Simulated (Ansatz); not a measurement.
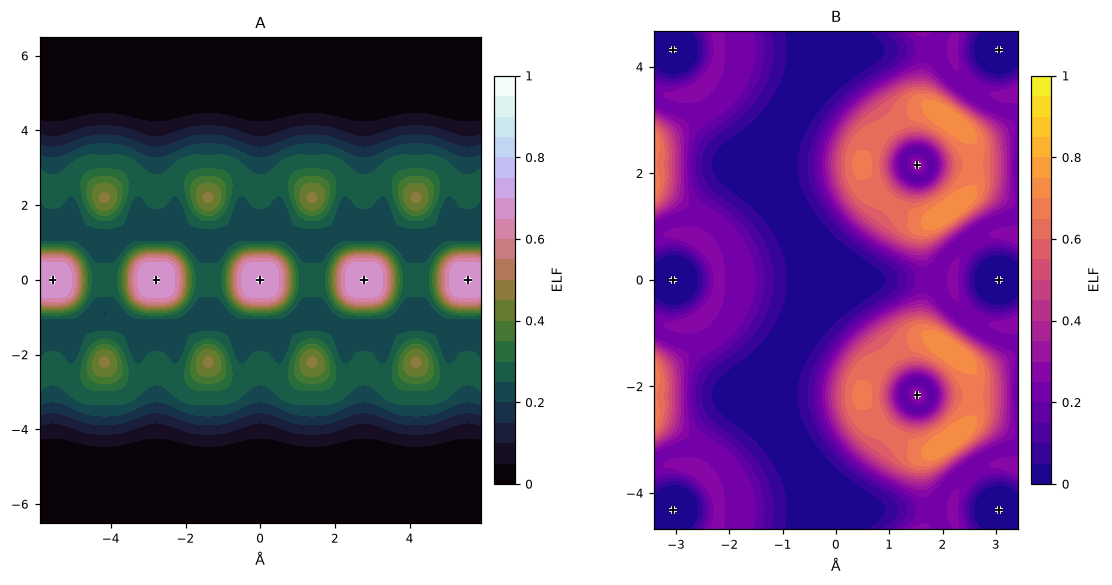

The electron localisation function of 2 systems, each on a plane through atoms (crosses mark nuclei in the plane).

The calculation used DFT PBE+D3(BJ), scalar-relativistic, plane waves, PAW (Ansatz).

System 1: Pt (slab), the (100) plane of the calculation cell, a cut from vacuum to vacuum. 

```
Pt
1.0
     5.55573    0.00000    0.00000
    -2.77787    4.81140    0.00000
     0.00000    0.00000   20.53624
Pt
12
Direct
  0.33333 0.16667 0.38956
  0.33333 0.66667 0.38956
  0.83333 0.16667 0.38956
  0.83333 0.66667 0.38956
  0.66667 0.33333 0.50158
  0.66667 0.83333 0.50158
  0.16667 0.33333 0.50158
  0.16667 0.83333 0.50158
  0.00000 0.50000 0.61357
  0.00000 0.00000 0.61357
  0.50000 0.50000 0.61357
  0.50000 0.00000 0.61357
```

System 2: InAs, the (011) plane of the conventional cell. Space group F-43m.

```
CELL_PARAMETERS angstrom
6.11213 0.00000 0.00000
0.00000 0.00000 -6.11213
0.00000 6.11213 0.00000
ATOMIC_POSITIONS crystal
In 0.50000 0.50000 0.00000
In 0.00000 0.50000 0.50000
In 0.00000 0.00000 0.00000
In 0.50000 0.00000 0.50000
As 0.75000 0.75000 0.25000
As 0.25000 0.75000 0.75000
As 0.25000 0.25000 0.25000
As 0.75000 0.25000 0.75000
```

Which map belongs to which system?

Answer. Panel A is system 1, Pt: the plane holds Pt. Pt–Pt (2.78 Å): the ELF is about 0.30 at the midpoint; no shared electron pair shows on this line. Panel B is system 2, InAs: the plane holds In and As. In–As (2.65 Å): the ELF peaks at about 0.75 between the atoms.
